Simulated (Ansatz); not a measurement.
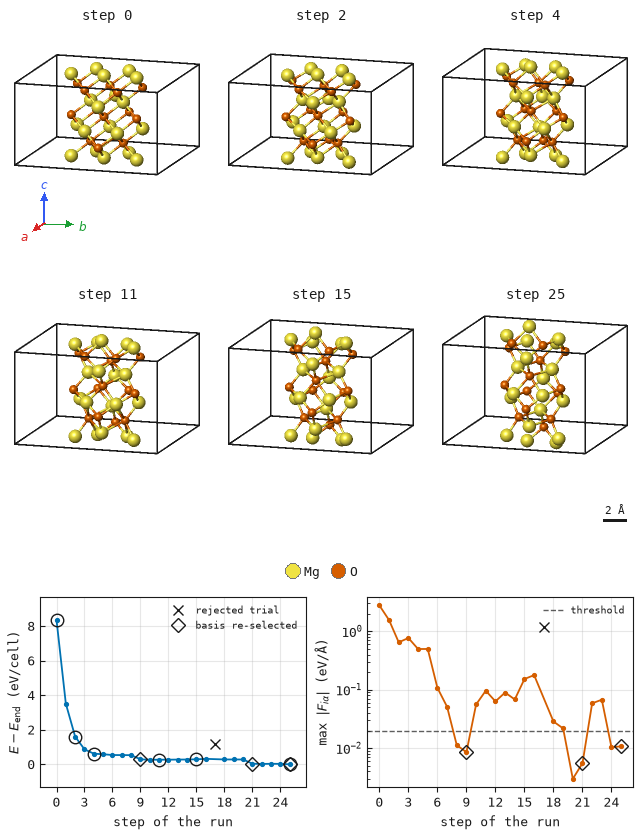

Frames of a relaxation of a wire of composition MgO, marked on the history of the run. A ball-and-stick model of the cell of the calculation, with the vacuum cut short, seen slightly off an axis.

Case: wire along [1 1 1], 28 atoms a period.

These are results of Ansatz 0.2.0, DFT PBEsol, scalar-relativistic, plane waves, PAW, not measurements.

Input
```yaml
crystal:
  lattice:
    - [14.2, 0.0, 0.0]
    - [0.0, 15.3, 0.0]
    - [0.0, 0.0, 7.2993106077]
  atoms:
    - { symbol: Mg, position: [0.5605797186, 0.5, 0.0] }
    - { symbol: Mg, position: [0.4394202814, 0.3052332629, 0.3333333333] }
    - { symbol: Mg, position: [0.4394202814, 0.6947667371, 0.3333333333] }
    - { symbol: Mg, position: [0.3182608441, 0.5, 0.6666666667] }
    - { symbol: O, position: [0.6817391559, 0.5, 0.1666666667] }
    - { symbol: O, position: [0.5605797186, 0.3052332629, 0.5] }
    - { symbol: O, position: [0.5605797186, 0.6947667371, 0.5] }
    - { symbol: O, position: [0.4394202814, 0.5, 0.8333333333] }
    - { symbol: Mg, position: [0.5605797186, 0.3052332629, 0.0] }
    - { symbol: Mg, position: [0.5605797186, 0.6947667371, 0.0] }
    - { symbol: Mg, position: [0.4394202814, 0.5, 0.3333333333] }
    - { symbol: Mg, position: [0.6817391559, 0.5, 0.6666666667] }
    - { symbol: O, position: [0.3182608441, 0.5, 0.1666666667] }
    - { symbol: O, position: [0.5605797186, 0.5, 0.5] }
    - { symbol: O, position: [0.4394202814, 0.3052332629, 0.8333333333] }
    - { symbol: O, position: [0.4394202814, 0.6947667371, 0.8333333333] }
    - { symbol: Mg, position: [0.3788405627, 0.4026166315, 0.0] }
    - { symbol: Mg, position: [0.6211594373, 0.4026166315, 0.3333333333] }
    - { symbol: Mg, position: [0.5, 0.5973833685, 0.6666666667] }
    - { symbol: O, position: [0.5, 0.4026166315, 0.1666666667] }
    - { symbol: O, position: [0.3788405627, 0.5973833685, 0.5] }
    - { symbol: O, position: [0.6211594373, 0.5973833685, 0.8333333333] }
    - { symbol: Mg, position: [0.3788405627, 0.5973833685, 0.0] }
    - { symbol: Mg, position: [0.6211594373, 0.5973833685, 0.3333333333] }
    - { symbol: Mg, position: [0.5, 0.4026166315, 0.6666666667] }
    - { symbol: O, position: [0.5, 0.5973833685, 0.1666666667] }
    - { symbol: O, position: [0.3788405627, 0.4026166315, 0.5] }
    - { symbol: O, position: [0.6211594373, 0.4026166315, 0.8333333333] }
basis:
  ecutwfc: 420
kpoints:
  mp_grid: { grid: [1, 1, 5] }
hamiltonian:
  xc: pbesol
scf:
  occupations: { method: gaussian, width: 0.05 }
output:
  forces: true
  stress: true
  eigenvalues: true
  populations: true
  write_density: true
  write_potential: true
  elf: true
  volumetric_format: npy
relax:
  adjacent_minimum: "off"
  f_tol: 0.02
  max_steps: 45
  cell: { fix: [a, b, alpha, beta, gamma], stress_tol: 0.03 }
```

Run as
```bash
ansatz run input.yaml --threads 4 --pin off --max-ram 11264MiB --backend cpu --events-out ev --progress --plain --runs-dir out
```

What happens along the run?

Answer. The largest moves relative to the centre of the atoms, 1.39 Å, are those of Mg4 and Mg12. Largest moves by element: Mg 1.39 Å, O 1.32 Å. Along the periodic axis the drawn cell goes c 7.299 → 8.877 Å (+21.6 %). Some distances before and after: Mg11–O14 2.107 → 4.830 Å, Mg19–O21 2.107 → 3.383 Å, Mg17–O20 2.107 → 3.187 Å, Mg17–Mg23 2.980 → 2.652 Å. Bonds break, among them: Mg11–O14 (2.11 → 4.83 Å), Mg17–O20 (2.11 → 3.19 Å), Mg18–O20 (2.11 → 3.19 Å), Mg19–O21 (2.11 → 3.38 Å). Among the angles between lasting bonds that change: Mg2–O27–Mg4 180.0° → 127.1°, Mg1–O20–Mg2 180.0° → 134.6°, Mg17–O8–Mg19 180.0° → 136.3°. Over 21 accepted moves (25 points after the start) the energy falls by 8.359 eV per cell of the calculation. Largest force component: 2.8 eV/Å at the start, 0.011 eV/Å at the end. The line search rejected the trial step at point 17 of the run. At 3 points the geometry stayed and the basis and grid were re-selected for the new cell (energy shift of 0.245 eV per cell of the calculation at most each time). Cost: 8.7 min on 4 threads of Arm Neoverse V2, on a shared host, peak memory 3.7 GiB. From step 0 to 2: Mg atoms move most (0.39 Å), energy −6.755 eV per cell of the calculation. From step 2 to 4: Mg atoms move most (0.40 Å), energy −0.987 eV per cell of the calculation. From step 4 to 11: O atoms move most (0.31 Å), energy −0.347 eV per cell of the calculation. From step 11 to 15: O atoms move most (0.46 Å), energy +21.7 meV per cell of the calculation. From step 15 to 25: Mg atoms move most (0.31 Å), energy −0.292 eV per cell of the calculation.

```
step  E − E(0), meV/atom  largest force component, eV/Å                      note
   0                0.00                         2.7712                          
   1             -173.19                         1.5554                          
   2             -241.26                         0.6478                          
   3             -267.52                         0.7675                          
   4             -276.52                         0.4975                          
   5             -277.64                         0.4980                          
   6             -279.29                         0.1076                          
   7             -279.41                         0.0511                          
   8             -279.54                         0.0113                          
   9             -288.14                         0.0085  same geometry, new basis
  10             -289.15                         0.0559                          
  11             -288.91                         0.0962                          
  12             -288.89                         0.0632                          
  13             -288.68                         0.0896                          
  14             -288.55                         0.0681                          
  15             -288.13                         0.1525                          
  16             -287.19                         0.1778                          
  17             -256.92                         1.1697                  rejected
  18             -288.44                         0.0286                          
  19             -288.47                         0.0217                          
  20             -288.49                         0.0030                          
  21             -297.25                         0.0055  same geometry, new basis
  22             -297.68                         0.0586                          
  23             -297.40                         0.0675                          
  24             -297.52                         0.0103                          
  25             -298.55                         0.0108  same geometry, new basis
```
